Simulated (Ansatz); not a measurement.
# Run report: Be, single-point calculation

The run: single-point calculation of Be (P4₂/m, 4 atoms in the cell). Method and program: DFT PBE, scalar-relativistic, plane waves, PAW, no spin polarisation (Ansatz 0.2.0).

The structure derives from a Materials Project entry. It belongs to a series of runs on one base structure; here: a random strain and shift of atoms, as far as a chosen symmetry allows. Figures and captions count atoms from 1; the log counts them from 0 in places.

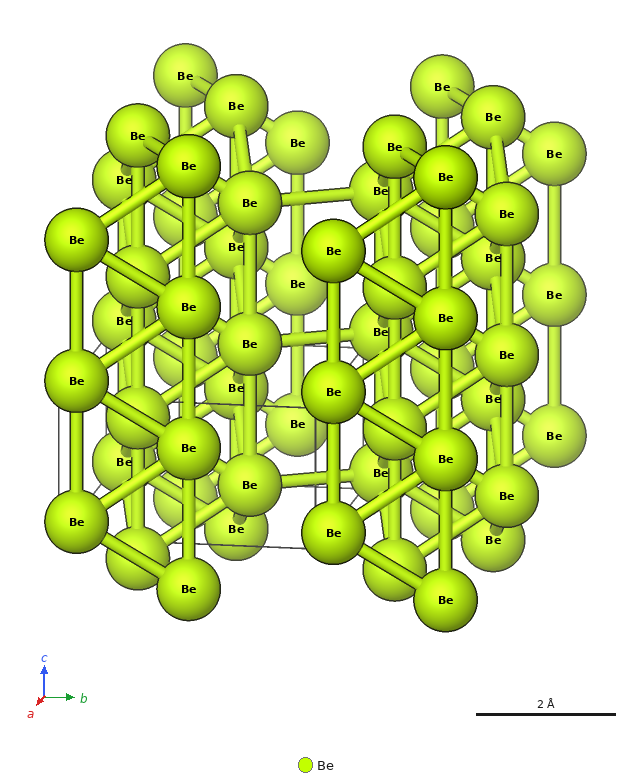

**Figure 1.** The input geometry (ball-and-stick view of the cell of the calculation, repeated 2 × 2 × 3, seen slightly off an axis). Near neighbours in the crystal (not all of them lie inside the picture): Be has 7 Be at 1.94 to 2.10 Å.

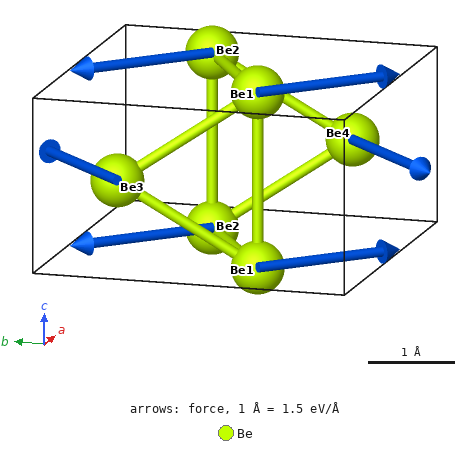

**Figure 2.** Forces on the atoms as blue arrows (ball-and-stick view of the cell of the calculation, seen at an oblique angle; atoms are numbered from 1 in the order of the input). The largest act on all 4 Be atoms (2.83 eV/Å). The geometry is not a stationary point of this energy.

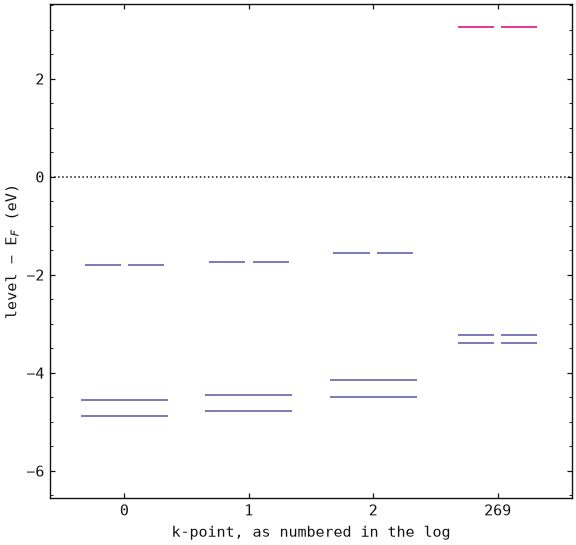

**Figure 3.** Kohn–Sham levels near the Fermi level (dotted) at the few k-points that the log prints; levels within 0.02 eV of each other stand side by side. The system is metallic on the full mesh.

The input and output of the run follow.

**Input file**
```yaml
crystal:
  lattice:
    - [3.7809474755, 0.0, 0.0]
    - [0.0, 3.7809474755, 0.0]
    - [0.0, 0.0, 2.0967472608]
  atoms:
    - { symbol: Be, position: [0.2708778939, 0.3586302145, 0.0] }
    - { symbol: Be, position: [0.7291221061, 0.6413697855, 0.0] }
    - { symbol: Be, position: [0.1413697855, 0.7708778939, 0.5] }
    - { symbol: Be, position: [0.8586302145, 0.2291221061, 0.5] }
basis:
  ecutwfc: 420
kpoints:
  mp_grid: { grid: [10, 10, 18] }
hamiltonian:
  xc: pbe
scf:
  occupations: { method: gaussian, width: 0.1 }
output:
  forces: true
  stress: true
  eigenvalues: true
  populations: true
```

Launched with:
```bash
ansatz run input.yaml --threads 1 --pin off --max-ram 1331MiB --backend cpu --events-out ev --progress --plain --runs-dir out
```

**What the program printed**
```
Engine: ansatz 0.2.0, x86_64-unknown-linux-gnu
Pseudopotentials: kind: paw
Pseudopotential: Be, paw, valence charge 2, recommended cutoff 420 eV (normal), Be.paw.azcp
Functional definition: PBE
  parameter kappa = 0.804
  parameter beta = 0.06672455060314922
  exchange = pbe_x(kappa = kappa, mu = beta*pi^2/3)
  correlation = pbe_c(beta = beta)
Crystal: 4 atoms, lattice volume = 29.974 Å³
Basis set: ecut = 420 eV, 599 PW (Γ), exchange–correlation on 54×54×30 points (8 copies of the dense FFT grid, shifted against one another)
Bands: 8, of which v1, the nominal top of the filled ones, is band 4 counted from 1 (3 counted from 0)
Symmetry: 8 space group operations
Space group: P42/m (ITA 84), of the structure as read, at distance tolerance 3.1e-5 Å
k-points: 270 of 1800
Non-local potential: Be, projectors of the file, l = 0: 2, l = 1: 2, l = 2: 1
PAW form: soft (Blöchl's): semilocal exchange-correlation on the pseudo side does not see the compensation charge
PAW one-centre angular grid: Be, 110 points (default); XC on 64 Gauss nodes
Initial density: superposition of atomic densities (neutral atoms: chi_scale 0, normalization atom), corrected by the library's trained network
Initial wavefunctions: pseudopotential atomic-orbital guess
Functional: x = pbe(κ = 0.804, μ = 0.2195149727645171), c = pbe(β = 0.06672455060314922)
SCF iter   1: F=—  HF=-369.315975 eV  |F-HF|=—  |Δ(HF+E_count)|=         —  Δρ=3.24e-3  dr2=5.80e-3  ethr=1.77e-3  ⟨swp⟩=5.2  Hψ=16490  notcnv=0
preconditioner: auto → none  [metal: Δε(μ)=0.027 eV  Ē_g=9.751 eV  σ=0.100 eV  W_gap=0.15  n_scr=4 (ndim 8)  ℏωp=19.2 eV  f_vac=0.000  D(μ)=0.64/eV (n_scr^D=4)  sad-step TF]
SCF iter   2: F=—  HF=-369.316736 eV  |F-HF|=—  |Δ(HF+E_count)|=   7.62e-4  Δρ=1.93e-3  dr2=2.15e-3  ethr=7.25e-5  ⟨swp⟩=1.0  Hψ=4320  notcnv=0
SCF iter   3: F=—  HF=-369.315989 eV  |F-HF|=—  |Δ(HF+E_count)|=   7.47e-4  Δρ=1.44e-4  dr2=1.37e-5  ethr=2.69e-5  ⟨swp⟩=2.3  Hψ=3036  notcnv=0
SCF iter   4: F=—  HF=-369.315977 eV  |F-HF|=—  |Δ(HF+E_count)|=   1.20e-5  Δρ=2.32e-5  dr2=1.02e-7  ethr=1.72e-7  ⟨swp⟩=2.3  Hψ=3137  notcnv=0
iter 5 did not close the SCF: its close was put off for the readings that it lacked (scf_convergence_deferred on its scf_iter line)
SCF iter   5: F=-369.315977 eV  HF=-369.315977 eV  |F-HF|=1.79e-9  |Δ(HF+E_count)|=   9.07e-8  Δρ=2.65e-6  dr2=3.31e-9  ethr=1.27e-9  ⟨swp⟩=1.6  Hψ=2516  notcnv=0
SCF iter   6: F=-369.315977 eV  HF=-369.315977 eV  |F-HF|=7.39e-13  |Δ(HF+E_count)|=  5.57e-10  Δρ=2.15e-7  dr2=9.83e-12  ethr=4.14e-11  ⟨swp⟩=1.5  Hψ=6547  notcnv=0
SCF 1 converged in 6 iterations: F = -369.315977 eV  dr2 = 9.83e-12
  greatest PAW one-centre occupation: 0.412 electrons in one spin orbital (limit 2), on the Be atom at site 3 (counted from 0), in its partial waves of l = 0
SCF converged after 6 iterations
Free energy (F): -369.315977 eV
Harris-Foulkes:  -369.315977 eV  (|F-HF|=7.39e-13)
Internal energy: -369.312667 eV  (E = F + TS)
E sigma→0 (E₀):  -369.314322 eV
Entropy (-TS):   -0.003310 eV (-0.828 meV/atom)
Fermi energy:    7.883591 eV
--- Per-component energies (eV) ---
  E_band       = 25.302520
  E_kinetic    = 91.444173
  E_local      = -4.927241  (includes V_loc(G=0)·N_el)
  E_nonlocal   = 20.394111
  E_hartree    = 5.413483
  E_xc         = -81.318947
  E_vxc        = -85.989800  (∫ρ·V_xc dr)
  E_paw        = -239.119050  (= ΣΔE_a)
  E_vpaw       = -6.445695  (= ΣTr[D̂ρ^β])
  E_aug_tail   = -0.000003  (compensation charges beyond the density's cutoff)
  E_ewald      = -161.199193
  E_smearing   = -0.003310  (= −TS)
  E_closure    = 0.000000  (closes the sum)
  Σ components = -369.315977   (vs F -369.315977, Δ=0.00e0)
--- Forces (eV/Å), atoms counted from 1 ---
  atom   1  Be     2.00507479    -1.99371745     0.00000000
  atom   2  Be    -2.00507479     1.99371745     0.00000000
  atom   3  Be     1.99371745     2.00507479     0.00000000
  atom   4  Be    -1.99371745    -2.00507479     0.00000000
  max |Σ_I F_I| component: 4.44e-16 eV/Å
--- Stress (GPa, compression-positive) ---
       21.356589       0.000000       0.000000
       -0.000000      21.356589       0.000000
        0.000000       0.000000      37.078621
  P = ⅓ Tr σ = 26.5973 GPa (265.973 kbar)
--- Band table (eV; the first three rows and the last of 270) ---
  k-point 0: bands = ["-3.2360", "3.0103", "3.3277", "6.0768", "6.0768", "13.8483", "13.8483", "15.0325"]
  k-point 1: bands = ["-3.1641", "3.1058", "3.4299", "6.1384", "6.1384", "13.8933", "13.8933", "15.1230"]
  k-point 2: bands = ["-2.9482", "3.3911", "3.7363", "6.3195", "6.3195", "14.0275", "14.0275", "14.5132"]
  k-point 269: bands = ["4.4832", "4.4832", "4.6526", "4.6526", "10.9318", "10.9318", "11.4547", "11.4547"]
--- Löwdin populations: 4 sites ---
  site symbol       q [e]
     0     Be      1.2892
     1     Be      1.2892
     2     Be      1.2892
     3     Be      1.2892
  spilling = 0.355419 (of n_electrons = 8.000000)
```

**File populations.tsv**
```
# site	symbol	l	j	q
# orbitals = lowdin
# n_electrons = 8.000000
# spilling = 0.355419
0	Be	0_2S	-	1.289162
1	Be	0_2S	-	1.289162
2	Be	0_2S	-	1.289162
3	Be	0_2S	-	1.289162
```

**Results in brief**

| quantity | value |
| --- | --- |
| outcome | converged |
| space group (tolerance 0.01 Å) | P4₂/m (84) |
| electrons treated | 8 |
| free energy | −369.3160 eV |
| Fermi energy | 7.884 eV |
| gap on the k-point mesh | none (metallic) |
| pressure | 26.60 GPa |
| largest force (length of the vector) | 2.828 eV/Å |
| hardware | 1 thread of an x86-64 CPU, shared host |
| wall time | 9.2 s |
| peak memory | 0.39 GiB |

**Remarks**

The cell is under a pressure of 27 GPa at this level, so it is not at its equilibrium volume.
